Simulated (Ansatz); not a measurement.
## Electronic structure of CdSe in real space

The calculation's input:

```
crystal:
  lattice:
    - [0.0, 3.0702711986, 3.0702711986]
    - [3.0702711986, 0.0, 3.0702711986]
    - [3.0702711986, 3.0702711986, 0.0]
  atoms:
    - { symbol: Cd, position: [0.0, 0.0, 0.0] }
    - { symbol: Se, position: [0.75, 0.75, 0.75] }
basis:
  ecutwfc: 420
kpoints:
  mp_grid: { grid: [10, 10, 10] }
hamiltonian:
  xc: pbesol
scf:
  occupations: { method: gaussian, width: 0.02 }
output:
  forces: true
  stress: true
  eigenvalues: true
  write_density: true
  write_potential: true
  elf: true
  volumetric_format: npy
relax:
  adjacent_minimum: "off"
  f_tol: 0.005
  max_steps: 80
  cell: { stress_tol: 0.05 }
```

Command:

```sh
ansatz run input.yaml --threads 2 --pin off --max-ram 5120MiB --backend cpu --events-out ev --progress --plain --runs-dir out
```

Below, planes, directions and counts refer to the conventional cell (a = 6.08 Å, b = 6.08 Å, c = 6.08 Å, α = 90.00°, β = 90.00°, γ = 90.00°).

The fields are those of the relaxed geometry.

Space group F-43m; a structure from a database of computed crystals, not necessarily the ambient phase.

These are results of Ansatz 0.2.0, DFT PBEsol, scalar-relativistic, plane waves, PAW, not measurements.

Core electrons are frozen (PAW), and the valence fields are smoothed inside the atomic spheres.

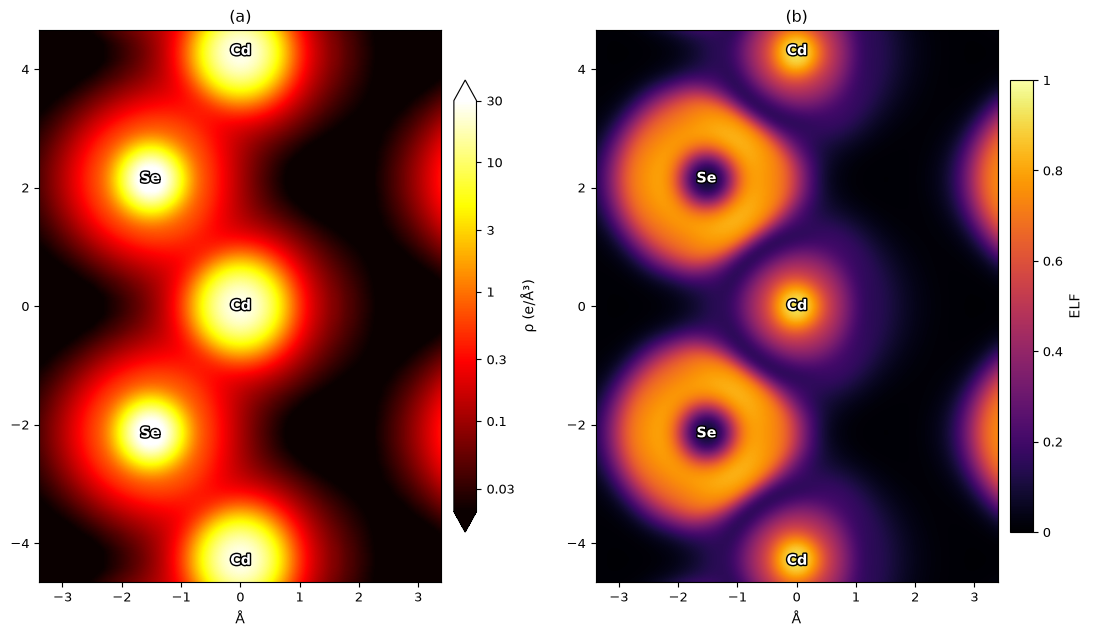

Figure 1. (a) valence charge density (pseudo); (b) ELF on the (101) plane of the conventional cell.

Q: What do the fields say about this system?

A: Atoms in the plane: Cd and Se.
Cd–Se (2.63 Å): ρ at the midpoint is about 0.39 e/Å³; the ELF is about 0.40 at the midpoint.
Between the atoms the lowest density in this plane is 0.01 e/Å³.
The features right at Cd lie inside the PAW spheres, where the map follows smoothed inner orbitals and isn't to be read closely.

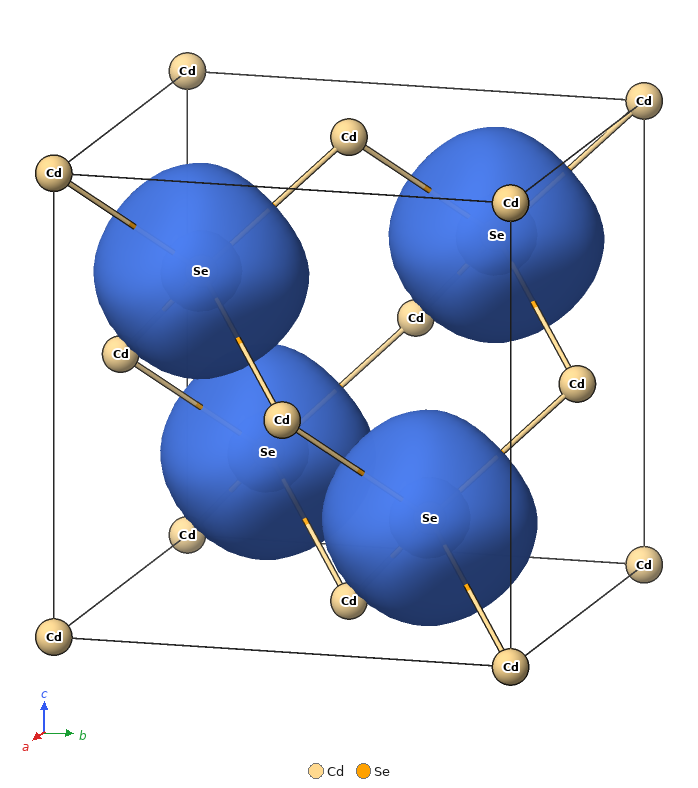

Figure 2. Isosurface of the electron localisation function at 0.6 (blue), seen slightly off an axis. Only the valence region is drawn (cores and ρ < 0.01 e/Å³ removed). Sticks mark near contacts.

Q: Describe the localisation domains.

A: At this value the surface marks out four regions wrapped around Se (the valence shell of each), counted in one cell of 8 atoms. Any copies at cell faces, edges or corners count once.

Q: Metal or insulator at this level of theory?

A: It is gapped, with a Kohn–Sham gap of 0.48 eV on the k-point mesh, an upper bound to the gap of this method.
